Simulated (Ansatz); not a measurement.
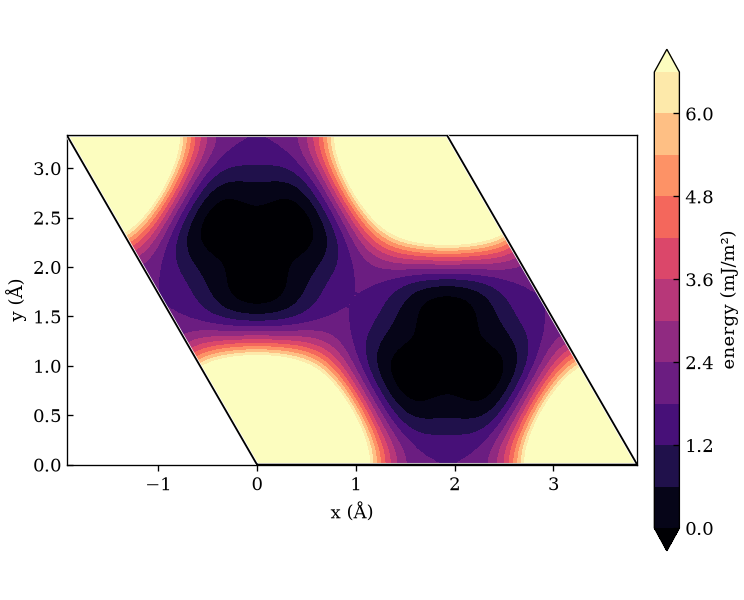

A bilayer of two Si sheets of the honeycomb type, the upper one turned by 180 degrees about the normal (4 atoms in the cell). 
- The upper layer of a bilayer is slid over the lower one; relaxed at each slide: nothing; the origin of the map has Si4 above Si1; the distance between the facing planes is held at 3.80 Å.
- Places are given modulo a cell vector. The map is drawn in real space over the plane of the slide.
- Grid: 6 × 6 points; 7 points were computed and 29 follow by symmetry.
- Energies are in mJ/m², from the lowest grid point.
- At a held distance the lowest stacking need not be the one that binds best once the distance relaxes.
- The calculation used Ansatz 0.2.0, DFT PBE+D3(BJ), scalar-relativistic, plane waves, PAW. Settings: cutoff 420 eV, k-mesh 9×9×1, gaussian smearing 0.1 eV, no spin polarisation.

In the figure: filled contours, the outline of one cell of the plane, one colour for all values above the top of the scale. Between grid points the surface is interpolated.

The lowest grid point is at (2/6, 4/6) of the cell vectors; the map holds 2 wells of about this depth. The bottom of the well lies between grid points, at (2/6, 4/6) of the cell vectors, about 0.35 mJ/m² lower on the interpolated surface. It is the only kind of minimum in the scanned range. The highest grid point, (0/6, 0/6) of the cell vectors, lies 33.0 mJ/m² above the lowest. On the interpolated surface the easiest way out of the lowest well to a well of about the same depth near (4/6, 2/6) of the cell vectors passes a barrier of about 2.2 mJ/m², counted from the interpolated bottom of the well. Facing atoms of the upper layer at the lowest point: Si above Si of a deeper plane; at the highest: Si above Si.

The upper layer is now not turned; all else is set up alike.

Q: How does the landscape change?

A: The minimum (interpolated where it lies between grid points) moves from (2/6, 4/6) of the cell vectors to (0/6, 0/6) of the cell vectors. The span from the lowest to the highest grid point grows from 33.0 to 133.5 mJ/m². The easiest pass out of the lowest well goes from about 2.2 to about 82 mJ/m² on the interpolated surfaces. In the new map: facing atoms of the upper layer at the lowest point: Si above Si; at the highest: Si above Si of a deeper plane.

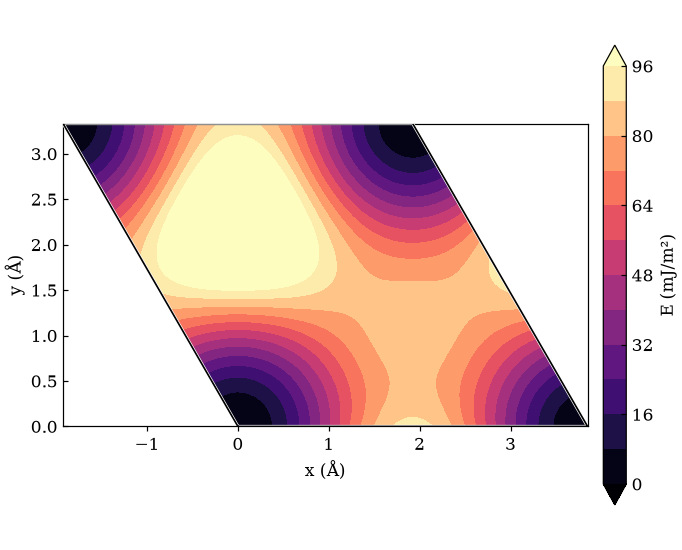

The map after the change, on a colour scale of its own. Drawn: filled contours, the outline of one cell of the plane, one colour for all values above the top of the scale. Between grid points the surface is interpolated.

PAW datasets: the set soft_1.
